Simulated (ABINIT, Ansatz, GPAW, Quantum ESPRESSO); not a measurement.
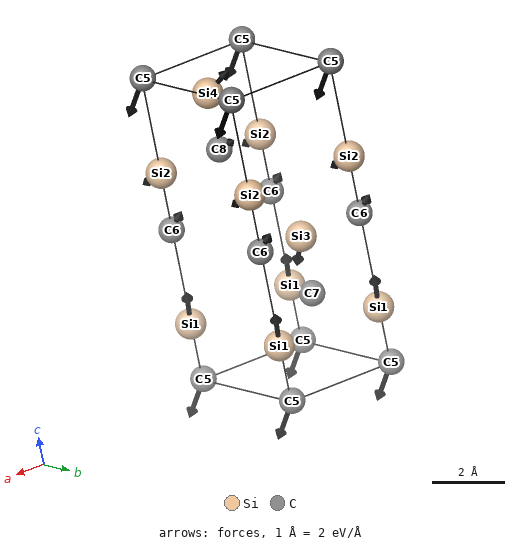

SiC (8 atoms) with its atoms moved off their places at random, by some hundredths of an ångström. The arrows are the forces from ABINIT (JTH PAW PBE v2.0). The parent cell is a structure listed in the Materials Project.

```
Si C
1.0
     3.07569    0.00000    0.00000
    -1.53785    2.66363    0.00000
     0.00000    0.00000   10.07065
Si C
4 4
Direct
  0.98785 0.97935 0.18355
  0.99742 0.00184 0.68765
  0.33810 0.67299 0.44105
  0.67038 0.33091 0.93535
  0.99180 0.00409 0.00318
  0.00621 0.00038 0.49971
  0.32837 0.65551 0.24923
  0.66670 0.32858 0.74805
```

The same cell was run in four programs or potential sets. Alike in all runs: functional PBE; k mesh 10 × 10 × 3 on the run's cell of 8 atoms; occupations fermi-dirac, width 0.05 eV; no spin polarisation; no spin-orbit coupling. The table gives the size of the force on four of the eight atoms, with the net force on the cell removed.

```tsv
program	force on Si1 (eV/Å)	force on Si3 (eV/Å)	force on Si4 (eV/Å)	force on C5 (eV/Å)
ABINIT (JTH PAW PBE v2.0)	1.902	1.474	1.113	2.068
Quantum ESPRESSO (SSSP 1.3 efficiency)	?	?	?	?
GPAW (PAW data 1.2.1)	1.944	1.501	1.128	2.083
Ansatz LAPW (all-electron)	1.916	1.481	1.115	2.055
```

Estimate the row of Quantum ESPRESSO (SSSP 1.3 efficiency).

1.925 eV/Å on Si1, 1.489 eV/Å on Si3, 1.121 eV/Å on Si4 and 2.064 eV/Å on C5. The medians of the other rows are 1.916, 1.481, 1.115, 2.068 eV/Å.

How well do the programs agree?

The force on C5, the largest, spans 2.055 to 2.083 eV/Å. Against the median force vectors, the rows deviate by 0.008 eV/Å rms as a rule and by 0.014 eV/Å at most. With one functional throughout, the spread comes from potentials, basis sets and numerical settings. Deviations count direction as well as size.
